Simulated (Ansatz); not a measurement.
```
B
1.0
     1.75728    0.00000    0.00000
     0.00000    1.75728    0.00000
     0.00000    0.00000   23.80000
B
1
Direct
  0.00000 0.00000 0.29412
```

A structure generated by program, which may or may not match a known phase; computed without spin polarisation.

Level of theory: Ansatz, DFT PBE, scalar-relativistic, plane waves, PAW.

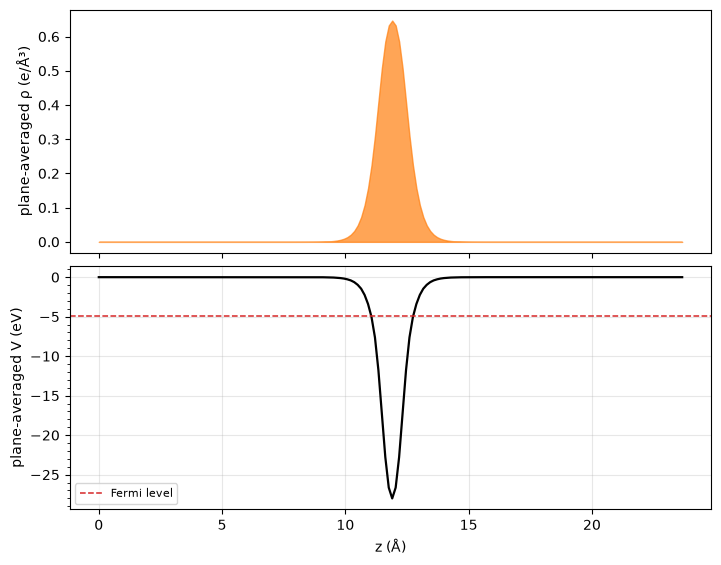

B. Plane average of the electrostatic potential (local pseudopotential plus Hartree) felt by an electron and of the valence charge density (pseudo) across the slab.

Question: How far below the vacuum level is the Fermi level?

Answer: The potential is flat in the vacuum, 4.89 eV above the Fermi level; this is the work function, the same on both faces.

Question: How thick is the slab, and how wide the vacuum?

Answer: The outermost nuclei are 0.0 Å apart, in 1 atomic plane; the vacuum between periodic images is 23.8 Å wide.
